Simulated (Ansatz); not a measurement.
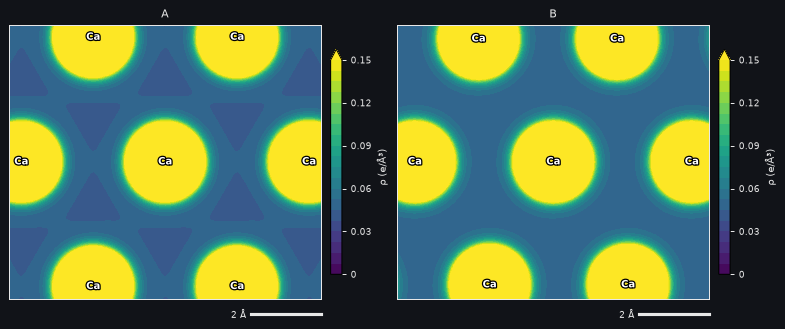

Ca. The valence electron density of two cells that differ in size and shape, on the (001) plane of each (indices in the axes of the calculation cell), at one length scale and on one colour scale; one has 45.3 and the other 49.1 Å³ an atom.

These are results of DFT PBEsol, scalar-relativistic, plane waves, PAW in Ansatz 0.2.0, not measurements.

Core electrons are frozen (PAW), and the valence fields are smoothed inside the atomic spheres.

The larger cell:

```
Ca
1.0
     0.00000    2.90597    2.90597
     2.90597    0.00000    2.90597
     2.90597    2.90597    0.00000
Ca
1
Direct
  0.00000 0.00000 0.00000
```

The smaller cell: a = 3.955 Å, b = 3.955 Å, c = 4.110 Å, α = 58.70°, β = 58.70°, γ = 62.61°.

### Which panel shows the smaller cell, and what does the compression change?

Panel B is the smaller cell, by 8 % in volume. From the larger cell to the smaller, Ca–Ca goes from 4.11 to 3.95 Å, and the density at its midpoint from 0.05 to 0.05 e/Å³; the pressure goes from −2.5 to −1.7 GPa.
